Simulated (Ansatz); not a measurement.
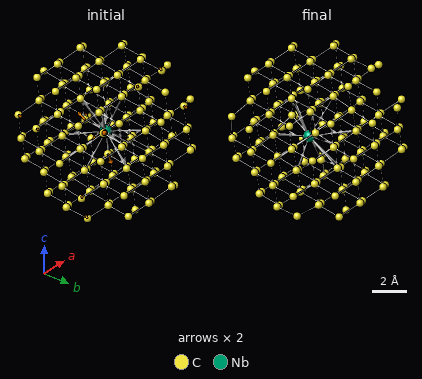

The structure of a defect cell of composition C62Nb (cell charge +1) before (left) and after (right) a relaxation, at one scale. The orange arrows give the displacements, 2 times their true length.

Style: ball-and-stick. Shown: the atoms within 5.8 Å of the atom that moves most (axes of the cell of the calculation (origin shifted)), from a free direction.

Level of theory: DFT, PBEsol, PAW, plane waves in Ansatz. Settings: plane-wave cutoff 420 eV; k-point mesh 1 × 1 × 1; mesh shifted by (0.25, 0.25, 0.25); collinear spin; atoms relaxed in a fixed cell; force threshold 0.03 eV/Å; at most 80 steps.

**Summarise the run.**

The energy falls by 21.501 eV per cell of the calculation in 8 geometry steps. Largest force component: 19 eV/Å at the start, 0.028 eV/Å at the end. The largest move is that of the Nb atom, 0.54 Å along [−1 −1 −1]. By element the largest moves are Nb 0.54 Å, C 0.44 Å. The cell doesn't change. Some distances before and after: C–Nb 1.513 → 2.108 Å, C–Nb 2.990 → 2.481 Å, C–Nb 2.504 → 2.962 Å, C–Nb 2.981 → 2.524 Å. Bond angles that change, for instance: C–C–Nb 112.0° → 78.3°, C–C–Nb 110.5° → 78.3°, C–C–Nb 109.1° → 79.5°.

Limits of the set-up: the periodic images lie only 7.1 Å apart, so the values are limited by the cell's size; the cell is charged, on a uniform background, and energies carry no finite-size correction.
